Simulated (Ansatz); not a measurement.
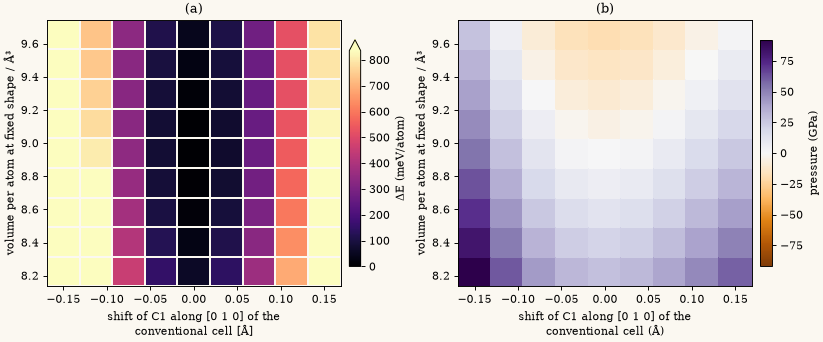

C (Fmmm, No. 69; 2 atoms in the cell). 
- The energy is mapped over a free internal coordinate and the cell.
- The first coordinate is: shift of C1 along [0 1 0] of the conventional cell, Cartesian (0 1 0), its symmetry partners moved as symmetry demands (measured in the relaxed cell); the second: volume per atom at fixed shape.
- Nothing is relaxed (all other coordinates fixed).
- Grid: 9 × 9 points.
- Points are written as (first, second).
- Energies: meV/atom, counted from the lowest grid point.
- The band gap closes in part of the range.
- Computed with DFT PBE+D3(BJ), scalar-relativistic, plane waves, PAW (Ansatz). Settings: cutoff 520 eV, k-mesh 16×16×16, gaussian smearing 0.03 eV, no spin polarisation.

Panel (a) is the energy and panel (b) the computed pressure on the same grid.

In the figure: one coloured cell a grid point, one colour for all values above the top of the scale.

How does the pressure vary over the map, and what is it at the lowest grid point?

It runs from −19 GPa at (0.000 Å, 9.655 Å³) to 92 GPa at (−0.150 Å, 8.224 Å³). At the lowest grid point, (0.000 Å, 8.939 Å³), it is 0 GPa. The pressure is minus the slope of the energy with volume, so it vanishes at the true minimum, which need not be a grid point.

PAW datasets: the set soft_1.
